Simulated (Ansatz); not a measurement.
Given this structure:

```xyz
8
Lattice="5.3923 0.0000 0.0000 0.0000 5.3923 0.0000 0.0000 0.0000 5.3923" Properties=species:S:1:pos:R:3 pbc="T T T"
Gd    0.0000    0.0000    0.0000
O     1.3481    1.3481    1.3481
Gd    0.0000    2.6961    2.6961
O     1.3481    4.0442    4.0442
Gd    2.6961    0.0000    2.6961
O     4.0442    1.3481    4.0442
Gd    2.6961    2.6961    0.0000
O     4.0442    4.0442    1.3481
```

**Describe what this structure looks like.**

This is GdO. Space group F-43m (No. 216), lattice face-centred cubic. The structure is of the kind named zinc blende (sphalerite type). Cell content 4 Gd, 4 O; Z = 4. The polyhedra are GdO4 tetrahedra; they share corners. The coordination shell of Gd holds four O in a tetrahedral arrangement at 2.33 Å. O is coordinated by four Gd in a tetrahedral arrangement at 2.33 Å. The bonds build a three-dimensional framework.

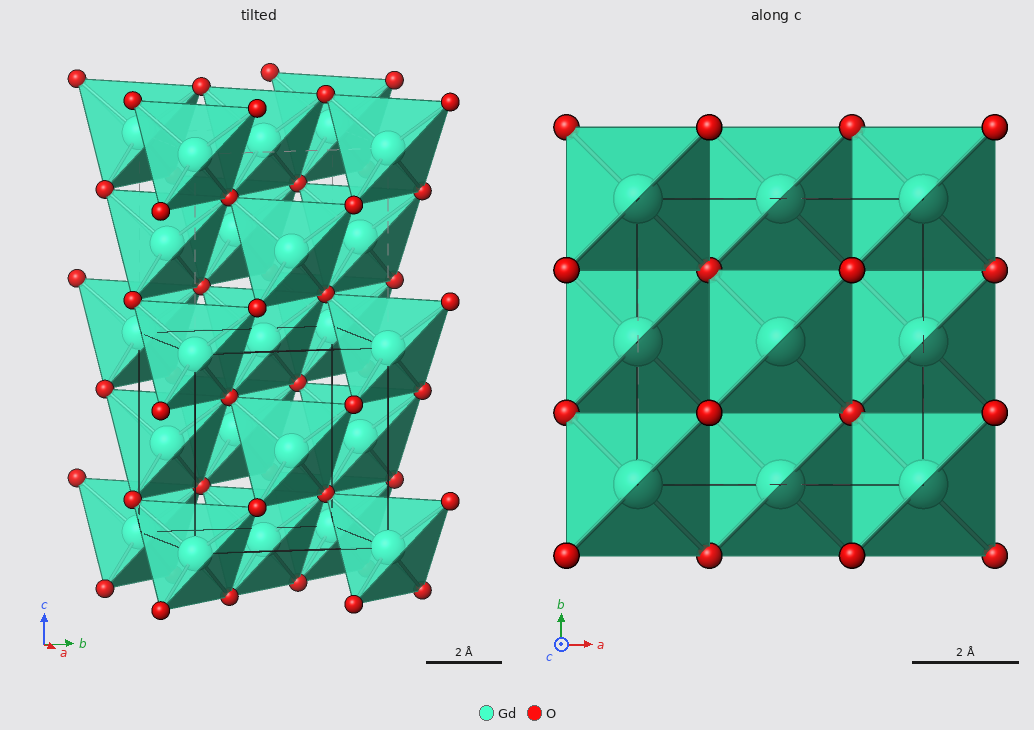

An orthographic polyhedral view of the structure, slightly off an axis and along the c axis. The solid box is one conventional unit cell, and 1×1×2 cells are shown. Some atoms of the next cells are drawn as well.

The cell started as a structure listed in the Materials Project. Earlier steps of the study may have refined or changed the cell and positions. It was run through Ansatz as a DFT input.
